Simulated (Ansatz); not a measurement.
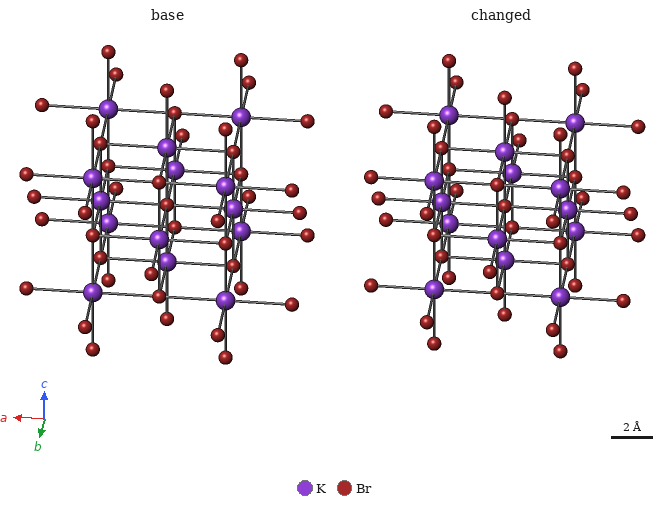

Left: solid KBr (built on the rocksalt type) at its r2SCAN-relaxed geometry. Right: the same structure after one change, at the same scale. Style: ball-and-stick. Shown: the conventional cell (4 times the calculation's cell), from a free direction. Lengths and directions refer to the drawn axes.

Theory: DFT, r2SCAN, plane waves, PAW in Ansatz. (plane-wave cutoff 500 eV; k-point mesh 6 × 6 × 6; occupations fixed; no spin polarisation)

What distinguishes the right structure from the left one?

All lengths are scaled by −5.0 % (volume −14.3 %). The atoms were relaxed with r2SCAN under that strain, and this is a single point on that geometry.

How do the computed properties respond?

Some distances before and after: Br–K 3.302 → 3.137 Å. The space group stays Fm-3m (No. 225). The energy rises by 50.8 meV per atom. The pressure goes from 0.0 to 3.6 GPa. All forces vanish by symmetry.
